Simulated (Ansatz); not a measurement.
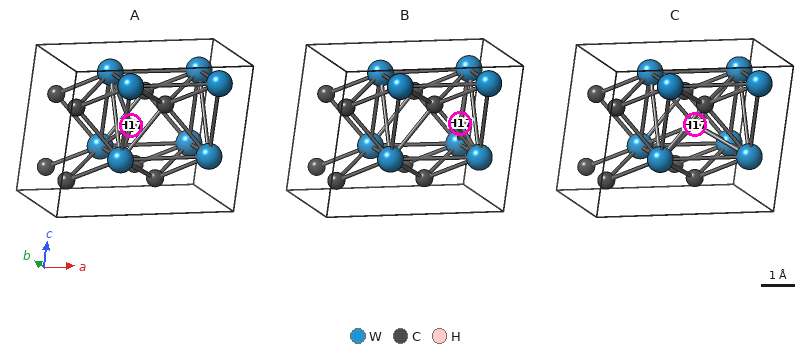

3 geometries from a converged minimum-energy path of a defect cell of composition HW₈C₈ (17 atoms in the cell), shuffled. A ball-and-stick model of the simulation cell (origin moved), seen slightly off an axis. The moving atom is ringed, with any periodic copies. Bonds to atoms that aren't drawn are left out.

All numbers below come from DFT PBEsol, scalar-relativistic, plane waves, PAW in Ansatz. Set-up: plane-wave cutoff 420 eV; k-point mesh 4 × 5 × 5; Gaussian smearing 0.1 eV; 5 movable images; climbing image.

Which of them lies highest in energy?

Answer. C. In order along the path, whose images run from 0 to 6: B (image 0, 0.00 eV), C (image 3, +0.68 eV), A (image 5, +0.09 eV). The H atom travels furthest, 2.27 Å from end to end, along −a, on a straight line. At the highest image its nearest neighbour (C) is 1.69 Å away, against 1.74 Å at the start.

Limits of the set-up: the periodic images lie only 5.7 Å apart, so the values are limited by the cell's size.

The run took 12 min on 4 threads of Intel(R) Xeon(R) Processor @ 2.50GHz (Skylake/Cascade Lake), on a shared host, peak memory 3 GiB.
